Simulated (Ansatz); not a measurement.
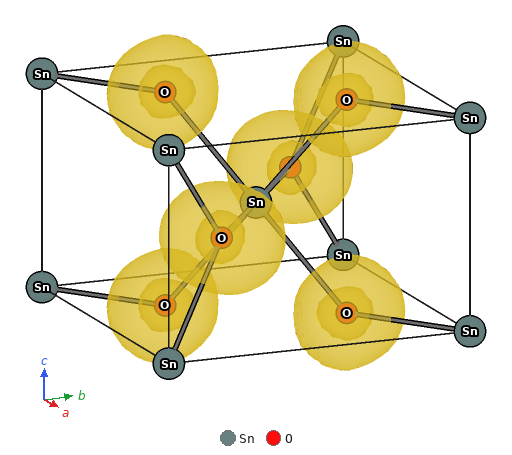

*SnO2. Isosurface of the ELF at 0.7 (yellow), seen slightly off an axis. Only the valence region is drawn (cores and ρ < 0.01 e/Å³ removed). Sticks mark near contacts.*

Space group Pnnm; a structure from a database of computed crystals, not necessarily the ambient phase; not relaxed (largest force 0.5 eV/Å); computed pressure about −4 GPa in this cell.

The calculation used DFT LDA, scalar-relativistic, plane waves, PAW (Ansatz).

Core electrons are frozen (PAW), and the valence fields are smoothed inside the atomic spheres.

Where are the electrons localised?

The ELF exceeds this value in four regions wrapped around O (the valence shell of each), counted in one cell of 6 atoms. Any copies at cell faces, edges or corners count once. Along the contacts the grid gives the following. Sn–O (2.07 Å): the ELF peaks at about 0.80 in the valence shell of O, 0.6 Å from its nucleus, and is about 0.25 at the midpoint; no shared electron pair shows on this line.

Does the calculation give a band gap?

It is gapped, with a Kohn–Sham gap of 1.4 eV on the k-point mesh, an upper bound to the gap of this method.
